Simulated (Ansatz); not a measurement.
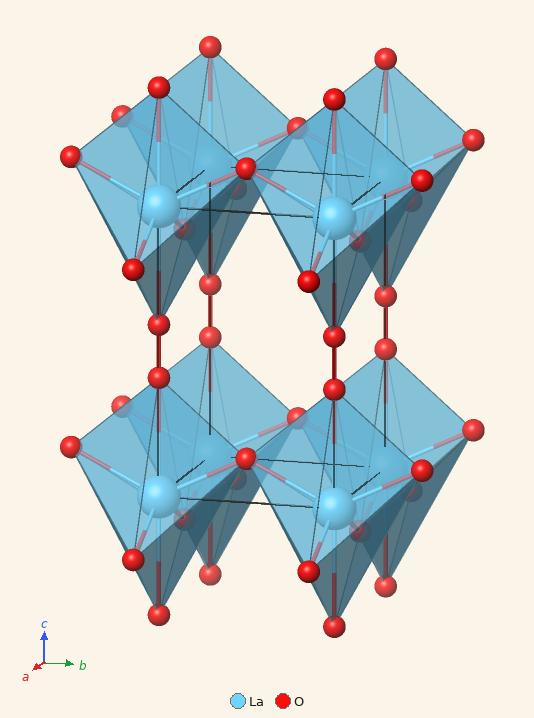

Crystal structure, polyhedral style, seen slightly off an axis. The parallelepiped is the conventional unit cell. Some neighbours outside the box are added. Cell: a = 4.08 Å, b = 4.08 Å, c = 6.65 Å, α = 90.00°, β = 90.00°, γ = 90.00°.

The structure was taken from a random cell made by a generator, so it need not be a real form of the compound. Earlier steps of the study may have refined or changed the cell and positions. Ansatz was used for an electronic-structure calculation on it.

In words:

This is LaO4. It is primitive tetragonal, space group P-4m2 (No. 115). Atoms per cell: 5 (1 La, 4 O). The neighbours of La are six O at about 2.3 to 2.7 Å. O takes two kinds of site: 2e with one La and one O in a nearly linear arrangement (about 2.7 Å to La, 1.2 Å to O); 2g with two La in a bent arrangement at about 2.3 Å. The bonds build a three-dimensional framework.

Method: DFT PBE, scalar-relativistic, plane waves, PAW (Ansatz); a 420 eV plane-wave basis, k-grid 10×10×6, Gaussian smearing of 0.1 eV, no spin polarisation.

What does the calculation say: metal or gapped?

A metal: bands cross the Fermi level.

Predict the Bader charges.

La +2.07 e; O -0.98 to -0.05 e.

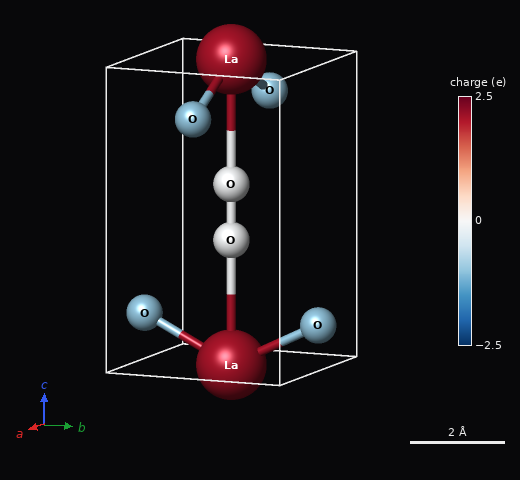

The atoms coloured by those charges. The run's cell of 5 atoms is drawn, so axes and origin can differ from the first picture.

Does this geometry sit at a stationary point of the energy?

Yes. The largest force is 0.01 eV/Å. The pressure is 0.0 GPa, close to zero.
